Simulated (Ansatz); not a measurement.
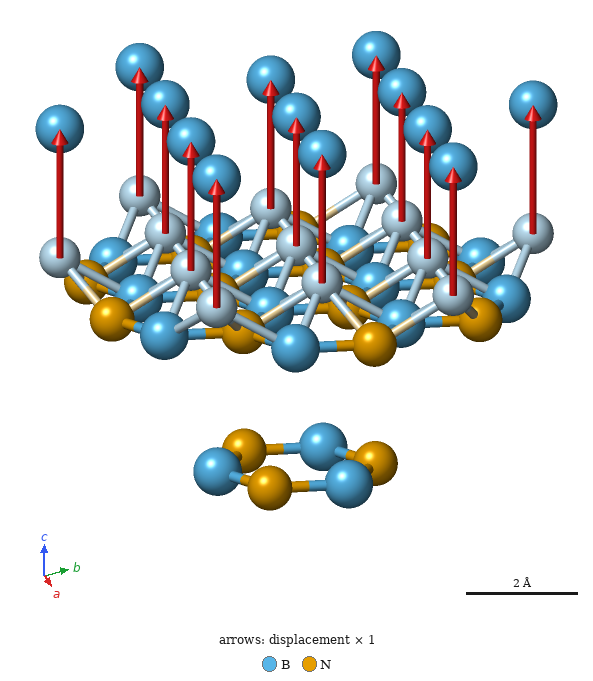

A constrained relaxation of a slab of composition B5N4 (cut from the P6_3/mmc phase). The starting structure is drawn faded, the final one solid; red arrows show the displacements, at their true length.

Style: ball-and-stick. Shown: the atoms within 5.0 Å of the atom that moves most (axes of the 2 × 3 repeat of the cell, outlined in the plane, without the vacuum), slightly off an axis.

Case: B put at a hollow B-N site. The slab is the (0 0 1) face of BN with B on it. 4 atoms are held fixed.

These are results of DFT PBE+D3(BJ), scalar-relativistic, plane waves, PAW in Ansatz 0.2.0, not measurements.

The input:
```yaml
crystal:
  lattice:
    - [2.5064381127, 0.0, 0.0]
    - [-1.2532190563, 2.1706390786, 0.0]
    - [0.0, 0.0, 28.925271178]
  atoms:
    - { symbol: B, position: [0.6666666667, 0.3333333333, 0.2938606849] }
    - { symbol: "N", position: [0.3333333333, 0.6666666667, 0.2938606849] }
    - { symbol: B, position: [0.3333333333, 0.6666666667, 0.4082389981] }
    - { symbol: "N", position: [0.6666666667, 0.3333333333, 0.4082389981] }
    - { symbol: B, position: [0.6666666667, 0.3333333333, 0.5226173113] }
    - { symbol: "N", position: [0.3333333333, 0.6666666667, 0.5226173113] }
    - { symbol: B, position: [0.3333333333, 0.6666666667, 0.6369956245] }
    - { symbol: "N", position: [0.6666666667, 0.3333333333, 0.6369956245] }
    - { symbol: B, position: [0.0, 0.0, 0.6667274115], spin: 1.0 }
basis:
  ecutwfc: 420
kpoints:
  mp_grid: { grid: [12, 12, 1] }
hamiltonian:
  xc: pbe
  dispersion: d3bj
scf:
  occupations: { method: gaussian, width: 0.05 }
output:
  forces: true
  eigenvalues: true
  populations: true
  write_density: true
  write_potential: true
  elf: true
  volumetric_format: npy
magnetization:
  spin_polarized: true
relax:
  adjacent_minimum: "off"
  f_tol: 0.03
  max_steps: 70
  constraints: [{ sites: [0, 1, 2, 3] }]
efield:
  axis: 3
  dipole_correction: true
  ramp_width: 0.04
```

Launched with:
```bash
ansatz run input.yaml --threads 2 --pin off --max-ram 5120MiB --backend cpu --events-out ev --progress --plain --runs-dir out
```

Which element moves most?

Answer. Boron: up to 2.41 Å, against 0.01 Å for nitrogen.

Describe the change and its energy.

Answer. The largest move is that of B9, 2.41 Å along the normal (+c). Largest moves by element: B 2.41 Å, N 0.01 Å. The cell stays as it was. Some distances before and after: N8–B9 1.683 → 3.562 Å, B7–B9 1.683 → 3.559 Å. Bonds break, among them: B7–B9 (1.68 → 3.56 Å), N8–B9 (1.68 → 3.56 Å). Over 17 accepted moves (18 points after the start) the energy falls by 7.248 eV per cell of the calculation. Largest force component: 7.6 eV/Å at the start, 0.0066 eV/Å at the end. 1 step only repeated the SCF at the same geometry. The program noted that the starting moments weren't kept. The run took 4.3 min on 2 threads of Arm Neoverse V2, with other jobs on the host, peak memory 0.46 GiB.

Limits of the set-up: the periodic images lie only 2.5 Å apart, so the values are limited by the cell's size.
